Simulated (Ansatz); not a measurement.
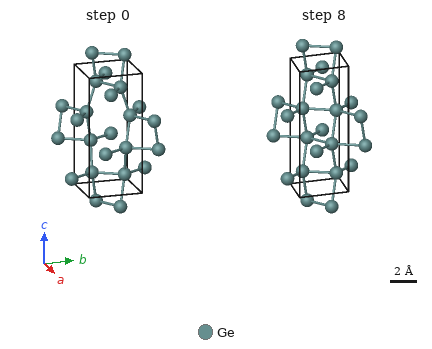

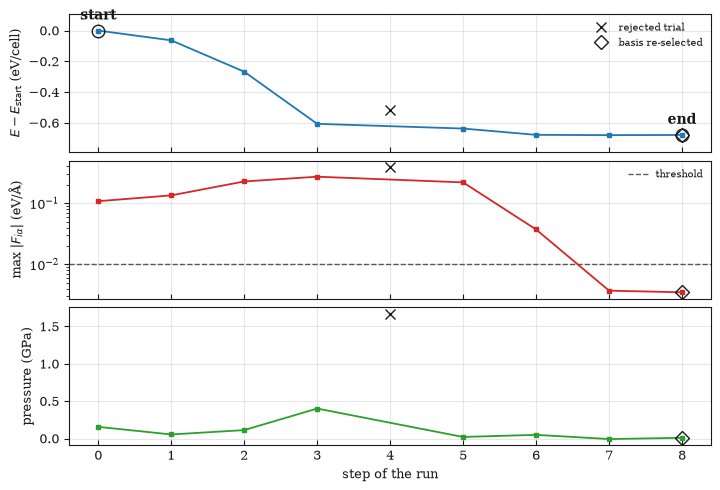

First and last geometry of a relaxation of crystalline Ge (a generated structure, set up in Ccce), with the history of the run. The picture is a ball-and-stick view of the cell of the calculation, seen slightly off an axis.

Computed with DFT PBE, scalar-relativistic, plane waves, PAW in Ansatz. Set-up: plane-wave cutoff 420 eV; k-point mesh 10 × 10 × 4; occupations gaussian; smearing width 0.1 eV; no spin polarisation; cell and atoms relaxed; force threshold 0.01 eV/Å; at most 80 steps.

Q: Did the run converge, and what did it change?

A: It converged. After 6 accepted moves (8 points after the start) the energy has fallen by 0.678 eV per cell of the calculation. Largest force component: 0.11 eV/Å at the start, 0.0035 eV/Å at the end. The pressure goes from 0.16 to 0.01 GPa. The line search rejected the trial step at point 4 of the run. The SCF was repeated once at an unchanged geometry on a basis and grid sized afresh for the cell, which shifted the energy by 1.1 meV per cell of the calculation at most. The largest moves relative to the cell, 0.21 Å, are those of Ge atoms. The drawn cell changes as follows: a = b 4.358 → 4.173 Å (−4.2 %), c 9.642 → 10.133 Å (+5.1 %), γ 93.5° → 104.3°; the volume changes by −6.5 %. Some distances before and after: Ge–Ge 3.534 → 2.674 Å, Ge–Ge 2.518 → 2.649 Å, Ge–Ge 2.544 → 2.649 Å, Ge–Ge 2.598 → 2.673 Å. New bonds form: Ge–Ge (3.53 → 2.67 Å). Bond angles that change, for instance: Ge–Ge–Ge 96.4° → 85.2°, Ge–Ge–Ge 116.4° → 106.8°, Ge–Ge–Ge 103.5° → 107.0°. The space group (tolerance 0.01 Å) goes from Ccce (No. 68) to Fmmm (No. 69). The run took 12 min on 1 thread of Arm Neoverse V1, on a shared host, peak memory 0.98 GiB.
